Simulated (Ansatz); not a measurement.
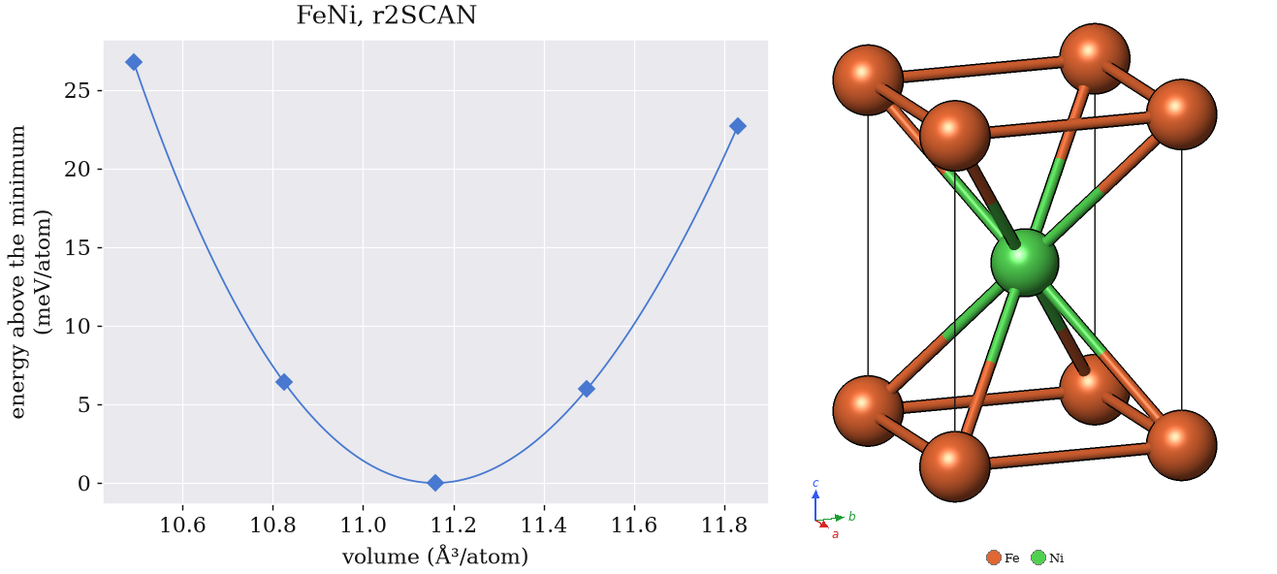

The plot gives the computed energy above the minimum against volume for FeNi, space group P4/mmm (No. 123). The conventional cell is drawn beside the plot.

Structure:
```yaml
crystal:
  lattice:
    - [2.51294, 0.00000, 0.00000]
    - [0.00000, 2.51294, 0.00000]
    - [0.00000, 0.00000, 3.53483]
  atoms:
    - { symbol: Fe, position: [0.00000, 0.00000, 0.00000] }
    - { symbol: Ni, position: [0.50000, 0.50000, 0.50000] }
```

Method: third-order Birch-Murnaghan fit to density functional energies at scaled volumes of the given relaxed cell, shape and atoms relaxed at each volume; energies count from the fitted minimum; plane waves with PAW datasets, Γ-centred k mesh (Ansatz 0.2.0). Level: r2SCAN, collinear spin. The state reached is ferromagnetic.

wave cutoff 500 eV; k mesh 16×16×12; occupations Gaussian; smearing width 0.1 eV.

From this curve and the settings, what does the calculation give for the pressure and largest moment at the same points?

The pressure falls from 13.75 GPa at volume 10.491 Å³/atom to −10.22 GPa at 11.831 Å³/atom, and changes sign near 11.16 Å³/atom. The largest moment rises from 2.85 μB at volume 10.491 Å³/atom to 3.02 μB at 11.831 Å³/atom.

```csv
volume (Å³/atom),pressure (GPa),largest moment (μB)
10.491,13.75,2.85
10.826,6.34,2.90
11.161,0.00,2.95
11.496,-5.54,2.99
11.831,-10.22,3.02
```

Caveats: state may not be the lowest.
